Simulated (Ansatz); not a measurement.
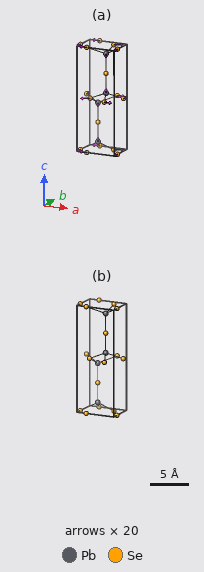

The structure of a crystal of PbSe₂ (a generated structure, set up in P6_322) before (top) and after (bottom) a relaxation, at one scale. The purple arrows give the displacements (the part carried along by the change of the cell is left out), 20 times their true length.

Style: ball-and-stick. Shown: the cell of the calculation, slightly off an axis.

Case: O → Se, Si → Pb on all its sites, cell and atoms relaxed.

Computed with DFT r2SCAN, scalar-relativistic, plane waves, PAW in Ansatz.

The input:
```yaml
crystal:
  lattice:
    - [6.8500202883, 0.0, 0.0]
    - [-3.4250101441, 5.9322915861, 0.0]
    - [0.0, 0.0, 13.991156151]
  atoms:
    - { symbol: Pb, position: [0.6666666667, 0.3333333333, 0.9370389016] }
    - { symbol: Pb, position: [0.6666666667, 0.3333333333, 0.5629610984] }
    - { symbol: Pb, position: [0.3333333333, 0.6666666667, 0.0629610984] }
    - { symbol: Pb, position: [0.3333333333, 0.6666666667, 0.4370389016] }
    - { symbol: Se, position: [0.0, 0.2638963626, 0.0] }
    - { symbol: Se, position: [0.2638963626, 0.2638963626, 0.5] }
    - { symbol: Se, position: [0.7361036374, 0.0, 0.5] }
    - { symbol: Se, position: [0.7361036374, 0.7361036374, 0.0] }
    - { symbol: Se, position: [0.0, 0.7361036374, 0.5] }
    - { symbol: Se, position: [0.6666666667, 0.3333333333, 0.75] }
    - { symbol: Se, position: [0.3333333333, 0.6666666667, 0.25] }
    - { symbol: Se, position: [0.2638963626, 0.0, 0.0] }
basis:
  ecutwfc: 500
kpoints:
  mp_grid: { grid: [6, 6, 4] }
hamiltonian:
  xc: r2scan
scf:
  occupations: { method: gaussian, width: 0.1 }
output:
  forces: true
  stress: true
  eigenvalues: true
relax:
  adjacent_minimum: "off"
  f_tol: 0.01
  max_steps: 60
  cell: { stress_tol: 0.1 }
```

Command:
```bash
ansatz run input.yaml --threads 2 --pin off --max-ram 5120MiB --backend cpu --events-out ev --progress --plain --runs-dir out
```

> What changed between the two?

The energy falls by 2.0 meV per atom in 4 accepted moves (5 points after the start). Largest force component: 0.07 eV/Å at the start, 0.0057 eV/Å at the end. The pressure goes from −0.06 to −0.07 GPa. The SCF was repeated once at an unchanged geometry on a basis and grid sized afresh for the cell, which shifted the energy by less than 0.05 meV per atom at most. The largest moves relative to the cell, 0.072 Å, are those of Se5, Se6, Se7, Se8, Se9 and Se12. Se9 goes along +b. By element the largest moves are Se 0.072 Å, Pb 0.037 Å. Cell: a = b 6.850 → 6.776 Å (−1.1 %), c 13.991 → 14.206 Å (+1.5 %). Volume −0.7 %. Among the contacts that change: Pb1–Se12 2.702 → 2.736 Å. The space group stays P6_322 (No. 182). Cost: 6.2 min on 2 threads of Intel(R) Xeon(R) 6975P-C (Granite Rapids), on a shared host, peak memory 2.6 GiB.
